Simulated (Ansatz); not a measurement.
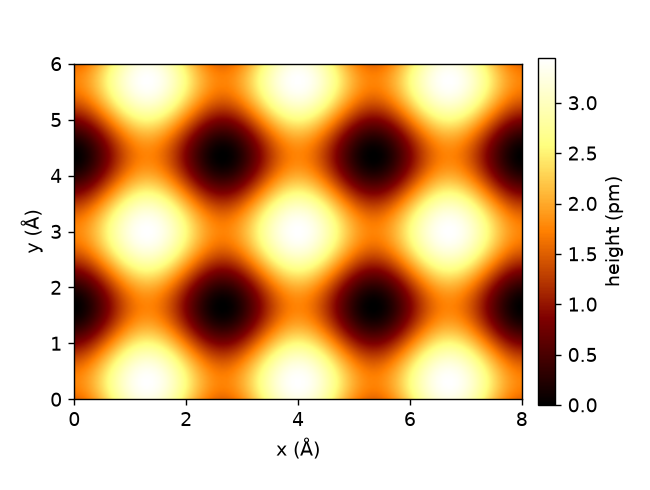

Simulated STM image (constant-current image at a set point of 6.0 × 10⁻⁶ e/Å³, sample bias +0.25 V).

Tersoff–Hamann simulation (s-wave tip); biases are sample biases. Bias windows are sharp sums over the levels of the k mesh.

What is the lattice of this pattern?

The pattern repeats on a square lattice with shortest vectors of 2.7 Å at 90°, a cell of 7.3 Å², with 1 maximum above 60 % of the range in each cell.

The surface:

Ru(100) (Fm-3m bulk, 6 atomic planes (those closer than 0.6 Å count as one), 9 Å). The brightest spots lie over the top Ru atoms; the darkest points are over the sites above the Ru atoms 1.7 Å below the top plane. So weak a contrast (3 pm) depends on the k-mesh and on the tip.

Method: Ansatz, DFT PBEsol, scalar-relativistic, plane waves, PAW. Cutoff 420 eV, 18 × 18 k-points, Gaussian smearing 0.1 eV, dipole correction. The slab is a cut without reconstruction beyond its cell, at the source's lattice constants, with its lower half held fixed and the rest relaxed. This isn't the element's usual hcp form. No spin polarisation. The run warns that the functional's potential is rough in the thin density of the vacuum, where the tip is; weak contrasts and barriers may feel it. On this mesh the free atoms still feel up to 0.10 eV/Å.
